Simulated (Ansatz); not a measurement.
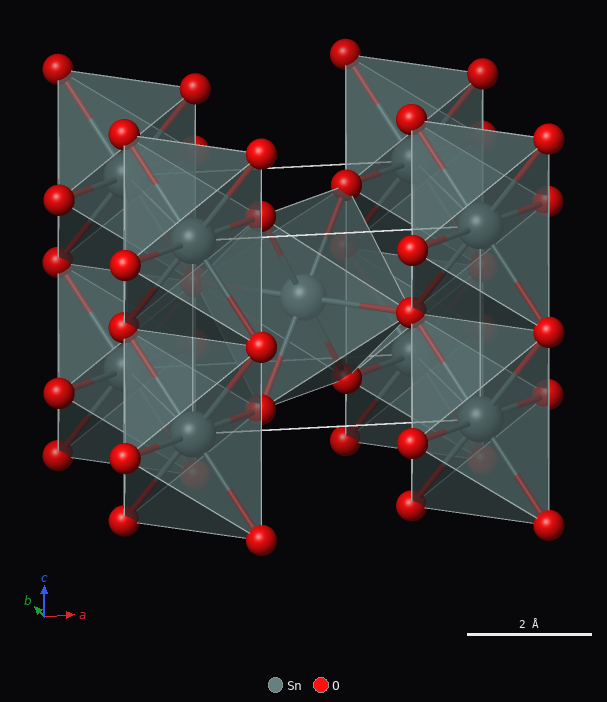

Figure 1. The structure as given in the input (polyhedral view of the cell of the calculation, seen slightly off an axis; polyhedra are completed across the faces of the cell).

**Single-point calculation of SnO$_{2}$**

The run: single-point calculation of SnO$_{2}$ (6 atoms in the cell). Method and program: DFT r2SCAN, scalar-relativistic, plane waves, PAW, no spin polarisation (Ansatz 0.2.0).

The structure derives from a Materials Project entry. It belongs to a series of runs on one base structure; here: band edges sought over the zone.

Log:
```
Engine: ansatz 0.2.0, x86_64-unknown-linux-gnu
Pseudopotentials: kind: paw
Pseudopotential: Sn, paw, valence charge 14, recommended cutoff 500 eV (meta_gga), Sn.paw.azcp
Pseudopotential: O, paw, valence charge 6, recommended cutoff 500 eV (meta_gga), O.paw.azcp
Functional definition: r2SCAN
  parameter k0 = 0.174
  parameter k1 = 0.065
  parameter a1 = 4.9479
  exchange = r2scan_x(k0 = k0, k1 = k1, a1 = a1)
  correlation = r2scan_c
Crystal: 6 atoms, lattice volume = 72.519 Å³
Basis set: ecut = 500 eV, 1867 PW (Γ), exchange–correlation on 144×144×96 points (64 copies of the dense FFT grid, shifted against one another)
Bands: 32, of which v1, the nominal top of the filled ones, is band 26 counted from 1 (25 counted from 0)
Symmetry: 8 space group operations
Space group: Pnnm (ITA 58), of the structure as read, at distance tolerance 4.2e-5 Å
k-points: 80 of 288
Non-local potential: Sn, projectors of the file, l = 0: 2, l = 1: 2, l = 2: 2, l = 3: 2
Non-local potential: O, projectors of the file, l = 0: 2, l = 1: 2, l = 2: 1
PAW form: soft (Blöchl's): semilocal exchange-correlation on the pseudo side does not see the compensation charge
PAW frozen core: Sn, regenerated for the run's functional (the file was generated under x = pbe(κ = 0.804, μ = 0.2195149727645171), c = pbe(β = 0.06672455060314922))
PAW frozen core: O, regenerated for the run's functional (the file was generated under x = pbe(κ = 0.804, μ = 0.2195149727645171), c = pbe(β = 0.06672455060314922))
PAW one-centre angular grid: Sn, 590 points (default); XC on 249 of its mesh's 2787 points in the sphere
PAW one-centre angular grid: O, 302 points (default); XC on 160 Gauss nodes
Initial density: read from a saved state, or passed on in memory by an earlier SCF of this step, an earlier step, the calling program or the single point that the run made first
Initial wavefunctions: pseudopotential atomic-orbital guess
Functional: x = r2scan, c = r2scan; τ floored in thin density (d = 2e-4 eV/Å³)
iter 1 solved again at ethr=2.85e-8 eV; its pass at ethr=3.10e-3 eV (dr2=1.48e-5 eV) is discarded
SCF iter   1: F=—  HF=-14352.427959 eV  |F-HF|=—  |Δ(HF+E_count)|=         —  Δρ=8.77e-7  dr2=4.74e-10  dr2_τ=6.12e-11  ethr=2.85e-8  ⟨swp⟩=3.5  Hψ=19116  notcnv=0
eigensolver tolerance schedule: the retry pair's looser diagonalisation over-reported the residual by 31288.12 of it (diagonalisation noise at 0.40 of the residual, at the tolerance the schedule requests for it); recorded, not acted on — ethr = c·dr2/N_el stays at c = 1.0e-1
preconditioner: auto → Resta (q_TF=auto, 2.581 Å⁻¹)  ε∞=3.3  [insulator: Δε(μ)=1.768 eV  Ē_g=20.787 eV  σ=0.020 eV  W_gap=1.00  n_scr=18 (ndim 8)  ℏωp=31.4 eV  f_vac=0.030  D(μ)=0.00/eV (n_scr^D=0)  ε∞_Penn≈3.3]
SCF iter   2: F=-14352.427959 eV  HF=-14352.427959 eV  |F-HF|=2.51e-10  |Δ(HF+E_count)|=  8.26e-10  Δρ=7.22e-7  dr2=3.01e-10  dr2_τ=8.17e-11  ethr=1.00e-12  ⟨swp⟩=6.8  Hψ=10541  notcnv=0
SCF 1 converged in 2 iterations: F = -14352.427959 eV  dr2 = 3.01e-10
  greatest PAW one-centre occupation: 0.996 electrons in one spin orbital (limit 2), on the Sn atom at site 0 (counted from 0), in its partial waves of l = 2
NSCF: frozen V_eff on 64 k-points
NSCF: frozen V_eff on 56 k-points
NSCF: frozen V_eff on 7 k-points
NSCF: frozen V_eff on 7 k-points
NSCF: frozen V_eff on 7 k-points
NSCF: frozen V_eff on 7 k-points
NSCF: frozen V_eff on 7 k-points
NSCF: frozen V_eff on 3 k-points
SCF converged after 2 iterations
Free energy (F): -14352.427959 eV
Harris-Foulkes:  -14352.427959 eV  (|F-HF|=2.51e-10)
Internal energy: -14352.427959 eV  (E = F + TS)
E sigma→0 (E₀):  -14352.427959 eV
Fermi energy:    9.765326 eV
--- Per-component energies (eV) ---
  E_band       = -164.925830
  E_kinetic    = 1085.748641
  E_local      = -2885.503501  (includes V_loc(G=0)·N_el)
  E_nonlocal   = 131.541672
  E_hartree    = 1502.072046
  E_xc         = -1035.812882
  E_vxc        = -622.681641  (∫ρ·V_xc dr)
  E_paw        = -8986.294462  (= ΣΔE_a)
  E_vpaw       = -917.475620  (= ΣTr[D̂ρ^β])
  E_aug_tail   = 0.003908  (compensation charges beyond the density's cutoff)
  E_vtau       = 39.297004  (kinetic-family band-sum trace: ∫τ·v_τ [+ j·A + Jᵃ·Aᵃ] dr)
  E_ewald      = -4165.526256
  E_core_change = 1.342876  (= ΣΔE_core)
  E_smearing   = -0.000000  (= −TS)
  E_closure    = 0.000000  (closes the sum)
  Σ components = -14352.427959   (vs F -14352.427959, Δ=0.00e0)
--- Forces (eV/Å), atoms counted from 1 ---
  atom   1  Sn     0.00000000     0.00000000     0.00000000
  atom   2  Sn    -0.00000000     0.00000000     0.00000000
  atom   3  O      0.00007593    -0.00025329     0.00000000
  atom   4  O      0.00007593     0.00025329     0.00000000
  atom   5  O     -0.00007593    -0.00025329     0.00000000
  atom   6  O     -0.00007593     0.00025329     0.00000000
  max |Σ_I F_I| component: 0.00e0 eV/Å
--- Stress (GPa, compression-positive) ---
        0.003031       0.000000       0.000000
        0.000000       0.002814       0.000000
        0.000000       0.000000       0.007970
  P = ⅓ Tr σ = 0.0046 GPa (0.046 kbar)
--- Band table (eV; the first three rows and the last of 80) ---
  k-point 0: bands = ["-12.8773", "-11.9925", "-11.7006", "-11.6829", "-11.6829", "-11.6293", "-11.5585", "-11.4746", "-11.4417", "-11.4416", "-10.8097", "-9.1442", "-9.1440", "-7.1851", "0.8339", "4.8628", "4.8643", "4.9859", "5.7586", "6.9242", "7.0042", "7.6778", "7.6779", "8.1139", "8.1140", "8.8813", "10.6494", "15.7007", "15.9300", "15.9306", "20.0161", "20.3351"]
  k-point 1: bands = ["-12.8010", "-11.8913", "-11.8640", "-11.8640", "-11.6736", "-11.6492", "-11.5524", "-11.4750", "-11.4619", "-11.4619", "-10.7393", "-8.8694", "-8.8693", "-7.3112", "0.8373", "4.8598", "5.0067", "5.0081", "5.8621", "5.9547", "6.9005", "7.1140", "7.1142", "8.1465", "8.1466", "8.7501", "11.5865", "16.0258", "16.5886", "16.5892", "19.1358", "21.1733"]
  k-point 2: bands = ["-12.5977", "-12.2150", "-12.2150", "-11.7553", "-11.6325", "-11.6022", "-11.5365", "-11.4987", "-11.4987", "-11.4774", "-10.4731", "-8.2922", "-8.2921", "-7.6987", "0.8975", "4.3758", "4.6906", "5.3506", "5.3514", "6.1093", "6.1099", "6.1639", "6.4297", "8.0414", "8.0416", "8.3793", "13.2278", "16.5100", "18.0628", "18.0632", "18.5051", "21.4613"]
  k-point 79: bands = ["-12.6090", "-12.6090", "-12.0930", "-12.0930", "-11.5487", "-11.5487", "-11.4915", "-11.4915", "-11.4519", "-11.4519", "-8.9726", "-8.9726", "-7.6350", "-7.6350", "1.0341", "1.0341", "3.9191", "3.9191", "6.3757", "6.3757", "6.5409", "6.5409", "7.9321", "7.9321", "8.0324", "8.0324", "14.3918", "14.3918", "18.5318", "18.5318", "20.7766", "20.7766"]
```

This output came from the following input.

Input file:
```yaml
crystal:
  lattice:
    - [4.7598181028, 0.0, 0.0]
    - [0.0, 4.7600576175, 0.0]
    - [0.0, 0.0, 3.2007107555]
  atoms:
    - { symbol: Sn, position: [0.5, 0.5, 0.5] }
    - { symbol: Sn, position: [0.0, 0.0, 0.0] }
    - { symbol: O, position: [0.3058623572, 0.3059582262, 0.0] }
    - { symbol: O, position: [0.8058623572, 0.1940417738, 0.5] }
    - { symbol: O, position: [0.1941376428, 0.8059582262, 0.5] }
    - { symbol: O, position: [0.6941376428, 0.6940417738, 0.0] }
basis:
  ecutwfc: 500
kpoints:
  mp_grid: { grid: [6, 6, 8] }
  band_path: { path: [VBM, CBM], npoints: 2 }
hamiltonian:
  xc: r2scan
scf:
  occupations: { method: gaussian, width: 0.02 }
output:
  forces: true
  stress: true
  eigenvalues: true
checkpoint:
  read: start.run
  write: ck
  compress: false
  write_wavefunctions: false
  write_every: 100000
```

Run as:
```bash
ansatz run input.yaml --threads 1 --pin off --max-ram 2560MiB --backend cpu --events-out ev --progress --plain --runs-dir out
```

Key numbers:

- outcome: converged
- space group (tolerance 0.01 Å): P4₂/mnm (136)
- electrons treated: 52
- free energy: −14352.4280 eV
- Fermi energy: 9.765 eV
- gap on the k-point mesh: 1.77 eV
- gap on the band path: 1.77 eV
- pressure: 0.00 GPa
- largest force (length of the vector): under 0.001 eV/Å
- hardware: 1 thread of Intel Xeon @ 2.50GHz (Skylake/Cascade Lake), 192 GiB of memory available, shared host
- wall time: 47 s
- peak memory: 0.64 GiB
